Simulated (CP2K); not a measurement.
## Cu: 6 runs along one coordinate

System: Cu (2 atoms in the cell).
Method: Kohn-Sham DFT of a periodic cell, PBE, GTH-PBE with UZH-TZVP basis, no spin polarisation (CP2K 2026.2).

The 6 runs differ only in the geometry, by an even scaling of the cell at fixed fractional positions. The structure derives from a Materials Project entry.

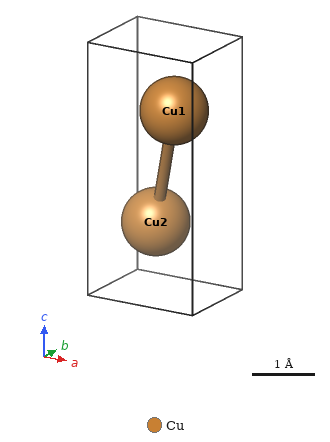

Figure 1. The structure of run 4 (ball-and-stick view of the cell of the calculation, seen slightly off an axis; atoms are numbered from 1 in the order of the input).

## Input of run 4
```
&GLOBAL
  PROJECT cu_eos
  RUN_TYPE ENERGY_FORCE
  PRINT_LEVEL LOW
&END GLOBAL
&FORCE_EVAL
  METHOD QS
  STRESS_TENSOR ANALYTICAL
  &DFT
    BASIS_SET_FILE_NAME BASIS_MOLOPT_UZH
    POTENTIAL_FILE_NAME POTENTIAL_UZH
    WFN_RESTART_FILE_NAME previous-RESTART.kp
    &MGRID
      CUTOFF 450
      REL_CUTOFF 60
      NGRIDS 5
    &END MGRID
    &QS
      METHOD GPW
      EPS_DEFAULT 1.0E-10
    &END QS
    &KPOINTS
      SCHEME MONKHORST-PACK 12 12 7
      GAMMA_CENTERED T
      SYMMETRY T
      SYMMETRY_BACKEND SPGLIB
    &END KPOINTS
    &SCF
      SCF_GUESS RESTART
      EPS_SCF 1.0E-6
      MAX_SCF 100
      ADDED_MOS 16
      CHOLESKY OFF
      EPS_EIGVAL 1.0E-7
      &DIAGONALIZATION ON
        ALGORITHM STANDARD
      &END DIAGONALIZATION
      &MIXING ON
        METHOD BROYDEN_MIXING
        ALPHA 0.4
        BETA 1.5
        NBUFFER 8
      &END MIXING
      &SMEAR ON
        METHOD FERMI_DIRAC
        ELECTRONIC_TEMPERATURE [K] 580.226
      &END SMEAR
    &END SCF
    &XC
      &XC_FUNCTIONAL
        &GGA_X_PBE
        &END GGA_X_PBE
        &GGA_C_PBE
        &END GGA_C_PBE
      &END XC_FUNCTIONAL
    &END XC
    &PRINT
      &KPOINTS ON
      &END KPOINTS
      &MULLIKEN ON
      &END MULLIKEN
      &MO ON
        ENERGIES T
        OCCUPATION_NUMBERS T
        &EACH
          QS_SCF 0
        &END EACH
        ADD_LAST NUMERIC
      &END MO
    &END PRINT
  &END DFT
  &SUBSYS
    &CELL
      A 2.5508792560 0.0000000000 0.0000000000
      B -1.2754396280 2.2091262377 0.0000000000
      C 0.0000000000 0.0000000000 4.1398073633
      PERIODIC XYZ
    &END CELL
    &COORD
      Cu  1.2754396281 0.7363754125 3.1048555225
      Cu  -0.0000000001 1.4727508252 1.0349518408
    &END COORD
    &KIND Cu
      BASIS_SET TZVP-MOLOPT-PBE-GTH-q11
      POTENTIAL GTH-PBE-q11
    &END KIND
    &PRINT
      &ATOMIC_COORDINATES ON
      &END ATOMIC_COORDINATES
      &CELL ON
      &END CELL
    &END PRINT
  &END SUBSYS
  &PRINT
    &FORCES ON
    &END FORCES
    &STRESS_TENSOR ON
    &END STRESS_TENSOR
  &END PRINT
&END FORCE_EVAL
```

Command:
```bash
OMP_NUM_THREADS=1 cp2k.psmp -i cu_eos.inp -o cu_eos.out
```

Lattice vectors (Å) and fractional positions of run 4:
```
   2.550879    0.000000    0.000000
  -1.275440    2.209126    0.000000
   0.000000    0.000000    4.139807
Cu  0.666667  0.333333  0.750000
Cu  0.333333  0.666667  0.250000
```

Run 5 differs from it as follows:
```diff
-      A 2.5508792560 0.0000000000 0.0000000000
-      B -1.2754396280 2.2091262377 0.0000000000
-      C 0.0000000000 0.0000000000 4.1398073633
+      A 2.5674438712 0.0000000000 0.0000000000
+      B -1.2837219356 2.2234716153 0.0000000000
+      C 0.0000000000 0.0000000000 4.1666899825
-      Cu  1.2754396281 0.7363754125 3.1048555225
-      Cu  -0.0000000001 1.4727508252 1.0349518408
+      Cu  1.2837219357 0.7411572050 3.1250174869
+      Cu  -0.0000000001 1.4823144103 1.0416724956
```

## Results, with one run withheld

```csv
run,volume per atom (Å³),"free energy per atom, from the lowest run given (meV)",pressure (GPa)
1,10.749,86.22,22.52
2,10.978,57.65,17.60
3,11.207,34.44,13.21
4,11.664,7.72,5.78
5,11.893,?,?
6,12.122,0.00,−0.15
```

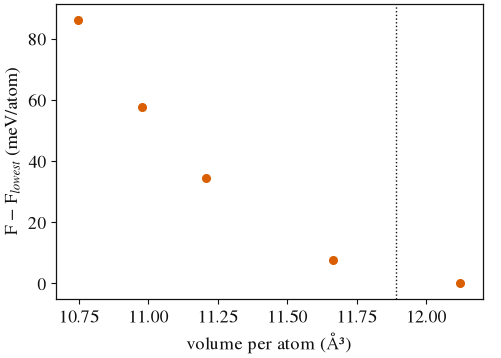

Figure 2. Free energy per atom of the runs given; the dotted line marks run 5.

Fit the runs given and predict run 5.

A cubic polynomial in V^(−2/3) (the Birch–Murnaghan form), fitted to the 5 runs given, misses them by at most 0.40 meV per atom. With x = V^(−2/3) − 0.19828 Å⁻², it reads F = 25.602 + 6075.6 x + 3.621e+05 x² + 2.0562e+05 x³ (meV per atom). At run 5 it gives 1.57 meV per atom, and the run itself gives 1.75. The slope of the fit gives a pressure −dF/dV of 2.59 GPa there, and the run prints 2.65 GPa. Energies and printed pressures part between runs 2 and 3: the energies differ there by 1.2 meV per atom from what the pressures give, and by at most 0.1 in the other intervals. A smooth fit can't follow such a step, as when the grid or the electronic state changes between two volumes. The fit has its minimum at 12.091 Å³ per atom, where V d²F/dV² gives 151 GPa. Cell shape and fractional positions are held, so this is the stiffness under even scaling; the relaxed bulk modulus wasn't computed.

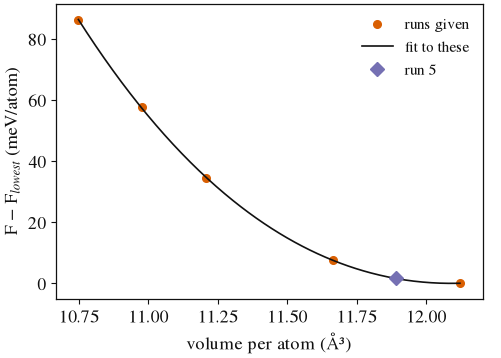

Figure 3. The fit and the withheld run.

## Some lines of the output (run 5)
```
[...]
 CELL| Volume [angstrom^3]:                                            23.786127
 CELL_REF| Volume [angstrom^3]:                                        23.786127
                        Smear method:                                FERMI_DIRAC
  Step     Update method      Time    Convergence         Total energy    Change
  Fermi energy:                                                 0.23400582594107
  Total energy:                                               -95.58546007331904
  Total energy (extrapolated to T->0):                        -95.58530639437915
 MO| E(Fermi):            0.234006 a.u.          6.367622 eV
```
